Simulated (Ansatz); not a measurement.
# What a change does: single-point calculation on MgO

System: MgO (I4/mmm, 2 atoms in the cell).
Method of the first run: DFT PBEsol, scalar-relativistic, plane waves, PAW, no spin polarisation (Ansatz 0.2.0).

The structure derives from an entry of the Crystallography Open Database. Text and figures count atoms from 1; the logs count them from 0 in places.

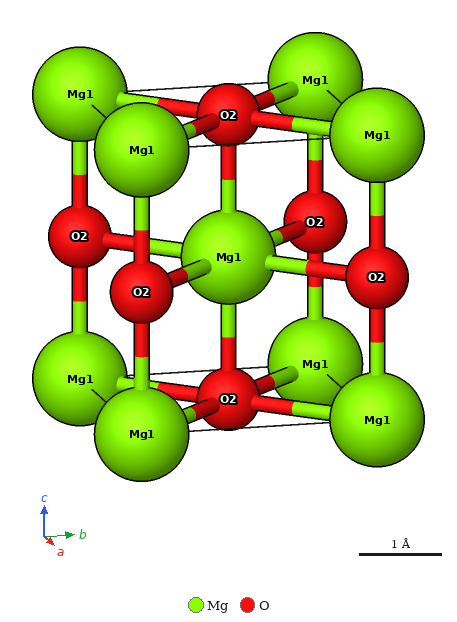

The structure as given in the input (ball-and-stick view of the cell 2 times as large as that of the calculation, set on its symmetry axes, seen slightly off an axis; atoms are numbered from 1 in the order of the input). An atom can appear more than once, as a periodic image.

**Input file, the first run**
```yaml
crystal:
  lattice:
    - [0.0, 1.7910398622, 2.1071057202]
    - [2.1071057202, 0.0, 2.1071057202]
    - [2.1071057202, 1.7910398622, 0.0]
  atoms:
    - { symbol: Mg, position: [0.0, 0.0, 0.0] }
    - { symbol: O, position: [0.5, 0.5, 0.5] }
basis:
  ecutwfc: 420
kpoints:
  mp_grid: { grid: [10, 10, 10] }
hamiltonian:
  xc: pbesol
scf:
  occupations: { method: gaussian, width: 0.05 }
output:
  forces: true
  stress: true
  eigenvalues: true
```

Launched with:
```bash
ansatz run input.yaml --threads 1 --pin off --max-ram 2560MiB --backend cpu --events-out ev --progress --plain --runs-dir out
```

Hardware: 1 thread of Arm Neoverse V1, 24 GiB of memory available, shared host.

**Output, shortened to warnings, some set-up lines, iterations and results (the first run)**
```
Basis set: ecut = 420 eV, 305 PW (Γ), exchange–correlation on 40×40×40 points (8 copies of the dense FFT grid, shifted against one another)
Symmetry: 16 space group operations
k-points: 102 of 1000
Initial density: superposition of atomic densities (neutral atoms: chi_scale 0, normalization atom), corrected by the library's trained network
[...]
SCF iter   1: F=—  HF=-2475.133243 eV  |F-HF|=—  |Δ(HF+E_count)|=         —  Δρ=1.84e-2  dr2=4.12e-2  ethr=1.77e-3  ⟨swp⟩=5.2  Hψ=7104  notcnv=0
SCF iter   2: F=—  HF=-2475.121709 eV  |F-HF|=—  |Δ(HF+E_count)|=   1.15e-2  Δρ=7.17e-3  dr2=4.51e-3  ethr=2.57e-4  ⟨swp⟩=2.2  Hψ=2721  notcnv=0
SCF iter   3: F=—  HF=-2475.120147 eV  |F-HF|=—  |Δ(HF+E_count)|=   1.56e-3  Δρ=1.26e-3  dr2=9.83e-5  ethr=2.82e-5  ⟨swp⟩=2.0  Hψ=1948  notcnv=0
SCF iter   4: F=—  HF=-2475.120125 eV  |F-HF|=—  |Δ(HF+E_count)|=   2.21e-5  Δρ=2.44e-4  dr2=2.91e-6  ethr=6.15e-7  ⟨swp⟩=2.0  Hψ=1657  notcnv=0
SCF iter   5: F=-2475.120126 eV  HF=-2475.120126 eV  |F-HF|=1.13e-7  |Δ(HF+E_count)|=   1.16e-6  Δρ=3.37e-5  dr2=7.51e-8  ethr=1.82e-8  ⟨swp⟩=2.5  Hψ=1841  notcnv=0
SCF iter   6: F=-2475.120126 eV  HF=-2475.120126 eV  |F-HF|=3.06e-10  |Δ(HF+E_count)|=   6.73e-8  Δρ=3.28e-6  dr2=7.40e-10  ethr=4.70e-10  ⟨swp⟩=2.1  Hψ=4493  notcnv=0
SCF 1 converged in 6 iterations: F = -2475.120126 eV  dr2 = 7.40e-10
SCF converged after 6 iterations
Free energy (F): -2475.120126 eV
Harris-Foulkes:  -2475.120126 eV  (|F-HF|=3.06e-10)
Internal energy: -2475.120126 eV  (E = F + TS)
E sigma→0 (E₀):  -2475.120126 eV
Fermi energy:    13.191195 eV
--- Per-component energies (eV) ---
  E_band       = -255.939862
  E_kinetic    = 261.406491
  E_local      = -1520.388481  (includes V_loc(G=0)·N_el)
  E_nonlocal   = 144.455522
  E_hartree    = 527.117055
  E_xc         = -105.903351
  E_vxc        = -136.553642  (∫ρ·V_xc dr)
  E_paw        = -432.428616  (= ΣΔE_a)
  E_vpaw       = -59.097461  (= ΣTr[D̂ρ^β])
  E_aug_tail   = 0.002567  (compensation charges beyond the density's cutoff)
  E_ewald      = -1349.475462
  E_core_change = 0.094150  (= ΣΔE_core)
  E_smearing   = -0.000000  (= −TS)
  E_closure    = 0.000000  (closes the sum)
  Σ components = -2475.120126   (vs F -2475.120126, Δ=0.00e0)
--- Forces (eV/Å), atoms counted from 1 ---
  atom   1  Mg    -0.00000000     0.00000000    -0.00000000
  atom   2  O      0.00000000     0.00000000     0.00000000
  max |Σ_I F_I| component: 2.13e-29 eV/Å
--- Stress (GPa, compression-positive) ---
       18.027326       0.000000       0.000000
        0.000000     116.536907       0.000000
        0.000000       0.000000      18.027326
  P = ⅓ Tr σ = 50.8639 GPa (508.639 kbar)
```

The input of the second run differs as follows (lines with − go, lines with + come):
```diff
-    - [0.0, 1.7910398622, 2.1071057202]
+    - [0.0, 1.9490727912, 2.1071057202]
-    - [2.1071057202, 1.7910398622, 0.0]
+    - [2.1071057202, 1.9490727912, 0.0]
```

What does this change do to the results?

With the same functional and potentials, the second run lies 309.2 meV per atom lower. The gap on the mesh goes from 5.91 to 5.29 eV. The pressure goes from 50.86 to 17.01 GPa. The volume per atom goes from 7.95 to 8.65 Å³. The number of SCF iterations is the same. The plane waves at Γ go from 305 to 323.

**Output, shortened to warnings, some set-up lines, iterations and results (the second run)**
```
Basis set: ecut = 420 eV, 323 PW (Γ), exchange–correlation on 40×40×40 points (8 copies of the dense FFT grid, shifted against one another)
Symmetry: 16 space group operations
k-points: 102 of 1000
Initial density: superposition of atomic densities (neutral atoms: chi_scale 0, normalization atom), corrected by the library's trained network
[...]
SCF iter   1: F=—  HF=-2475.749203 eV  |F-HF|=—  |Δ(HF+E_count)|=         —  Δρ=1.59e-2  dr2=3.44e-2  ethr=1.77e-3  ⟨swp⟩=5.3  Hψ=7021  notcnv=0
SCF iter   2: F=—  HF=-2475.740208 eV  |F-HF|=—  |Δ(HF+E_count)|=   9.00e-3  Δρ=6.87e-3  dr2=4.95e-3  ethr=2.15e-4  ⟨swp⟩=2.1  Hψ=2743  notcnv=0
SCF iter   3: F=—  HF=-2475.738570 eV  |F-HF|=—  |Δ(HF+E_count)|=   1.64e-3  Δρ=9.91e-4  dr2=8.40e-5  ethr=3.09e-5  ⟨swp⟩=2.0  Hψ=1954  notcnv=0
SCF iter   4: F=—  HF=-2475.738542 eV  |F-HF|=—  |Δ(HF+E_count)|=   2.84e-5  Δρ=1.94e-4  dr2=2.20e-6  ethr=5.25e-7  ⟨swp⟩=2.0  Hψ=1652  notcnv=0
SCF iter   5: F=-2475.738543 eV  HF=-2475.738543 eV  |F-HF|=1.47e-7  |Δ(HF+E_count)|=   1.06e-6  Δρ=3.57e-5  dr2=9.97e-8  ethr=1.37e-8  ⟨swp⟩=2.7  Hψ=2018  notcnv=0
SCF iter   6: F=-2475.738543 eV  HF=-2475.738543 eV  |F-HF|=2.91e-10  |Δ(HF+E_count)|=   8.52e-8  Δρ=3.15e-6  dr2=6.77e-10  ethr=6.23e-10  ⟨swp⟩=2.1  Hψ=4415  notcnv=0
SCF 1 converged in 6 iterations: F = -2475.738543 eV  dr2 = 6.77e-10
SCF converged after 6 iterations
Free energy (F): -2475.738543 eV
Harris-Foulkes:  -2475.738543 eV  (|F-HF|=2.91e-10)
Internal energy: -2475.738543 eV  (E = F + TS)
E sigma→0 (E₀):  -2475.738543 eV
Fermi energy:    11.690508 eV
--- Per-component energies (eV) ---
  E_band       = -275.623343
  E_kinetic    = 257.591546
  E_local      = -1557.512524  (includes V_loc(G=0)·N_el)
  E_nonlocal   = 143.965983
  E_hartree    = 537.932476
  E_xc         = -104.757216
  E_vxc        = -135.024865  (∫ρ·V_xc dr)
  E_paw        = -432.873002  (= ΣΔE_a)
  E_vpaw       = -60.511970  (= ΣTr[D̂ρ^β])
  E_aug_tail   = 0.002545  (compensation charges beyond the density's cutoff)
  E_ewald      = -1320.182501
  E_core_change = 0.094150  (= ΣΔE_core)
  E_smearing   = -0.000000  (= −TS)
  E_closure    = 0.000000  (closes the sum)
  Σ components = -2475.738543   (vs F -2475.738543, Δ=0.00e0)
--- Forces (eV/Å), atoms counted from 1 ---
  atom   1  Mg    -0.00000000    -0.00000000    -0.00000000
  atom   2  O      0.00000000     0.00000000     0.00000000
  max |Σ_I F_I| component: 1.22e-29 eV/Å
--- Stress (GPa, compression-positive) ---
        7.810286       0.000000       0.000000
       -0.000000      35.399526       0.000000
        0.000000       0.000000       7.810286
  P = ⅓ Tr σ = 17.0067 GPa (170.067 kbar)
```

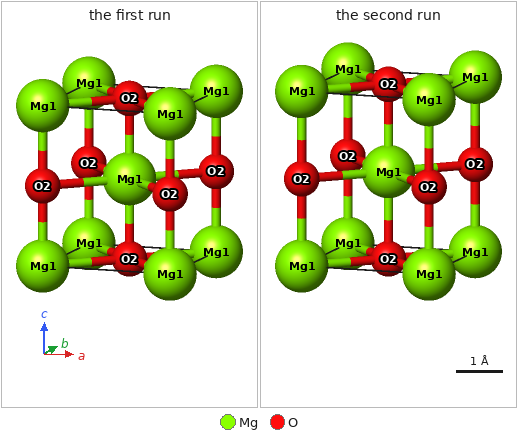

The two input geometries at one scale (ball-and-stick view of the cell 2 times as large as that of the calculation, set on its symmetry axes, seen slightly off an axis). The atoms keep their places relative to the cell (all moves are under 0.005 Å). The drawn cell changes as follows: a = b stay at 2.980 Å, c 3.582 → 3.898 Å (+8.8 %); the volume changes by +8.8 %. Among the contacts that change: Mg1–O2 1.791 → 1.949 Å.

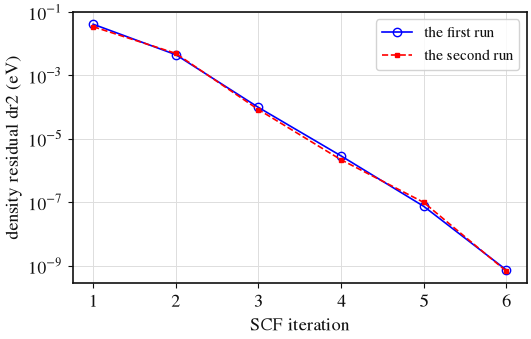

Convergence of the two runs: density residual dr2 against the SCF iteration. The first run takes 6 iterations in all, and the second run takes 6.

**The two runs side by side**

| quantity | the first run | the second run |
| --- | --- | --- |
| outcome | converged | converged |
| free energy per atom (eV) | −1237.5601 | −1237.8693 |
| gap on the mesh (eV) | 5.91 | 5.29 |
| pressure (GPa) | 50.86 | 17.01 |
| volume per atom (Å³) | 7.95 | 8.65 |
| largest force (eV/Å) | 0.000 | 0.000 |
| SCF iterations | 6 | 6 |
| irreducible k-points | 102 | 102 |
| plane waves at Γ | 305 | 323 |
| wall time (shared host) | 1.3 s | 1.4 s |
